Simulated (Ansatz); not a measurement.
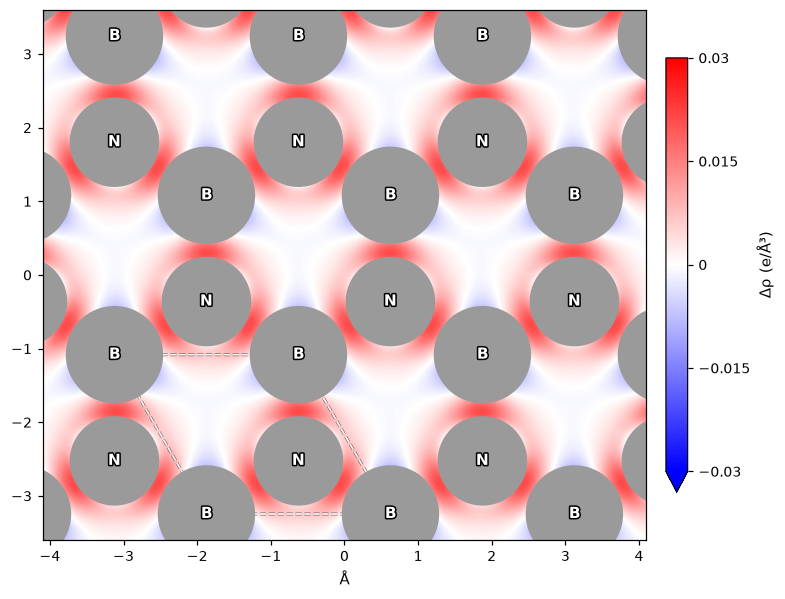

BN: difference of two self-consistent densities at the same geometry, ρ(HSE06) − ρ(PBE), on the (001) plane of the conventional cell. Grey discs cover the cores, where the PAW densities can't be compared. Cores are masked to 0.7 Å (B) and 0.6 Å (N).

Space group P6_3/mmc.

Both runs: Ansatz, scalar-relativistic, plane waves and PAW, same cutoff, k-points and PAW files (made with PBE).

Q: What differs between the two levels of theory?

A: Against PBE, and outside the masked cores, the largest gain lies at the edge of the masked core of N, and the largest loss lies at the edge of the masked core of B.
- Bader charges are B +2.22 and N −2.22 e with PBE and B +2.29 and N −2.29 e with HSE06.
- At this volume the pressure is 5 GPa with PBE and roughly 0 GPa with HSE06.
- The gap on the mesh is 4.31 eV with PBE and 5.63 eV with HSE06.

Run times: 71 s (HSE06) and 15 s (base cell), on 2 threads of Intel(R) Xeon(R) 6975P-C (Granite Rapids), on a shared host.
